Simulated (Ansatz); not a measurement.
The structure in question:

```
CELL_PARAMETERS angstrom
2.81246 0.00000 0.00000
-1.40623 2.43566 0.00000
0.00000 0.00000 4.86685
ATOMIC_POSITIONS crystal
Al 0.66667 0.33333 0.75000
Al 0.33333 0.66667 0.25000
```

> What crystal do these data define?

The element is aluminium. It belongs to space group P6_3/mmc (No. 194) and has a primitive hexagonal lattice. Prototype: hexagonal close-packed (Mg type). The cell holds two atoms. Taking every contact within bonding distance, one finds Al 12.

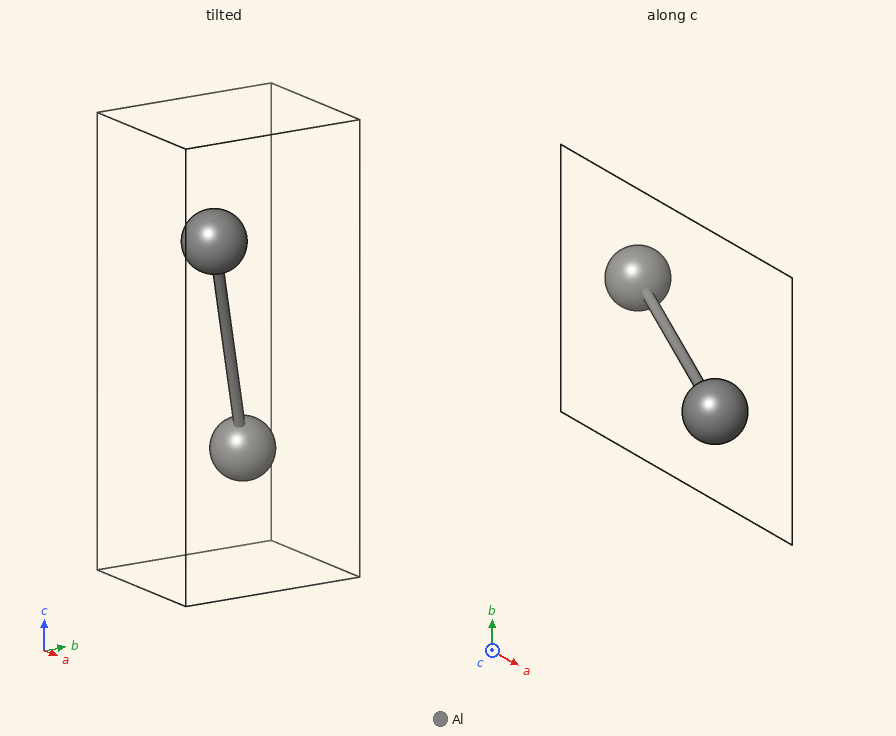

Structure drawing (ball-and-stick), viewed slightly off an axis and along the c axis. The lines enclose the conventional unit cell; boundary atoms appear with their images. Colours: aluminium grey.

The structure was taken from a structure listed in the Materials Project. Earlier steps of the study may have refined or changed the cell and positions. It went into a calculation with Ansatz.
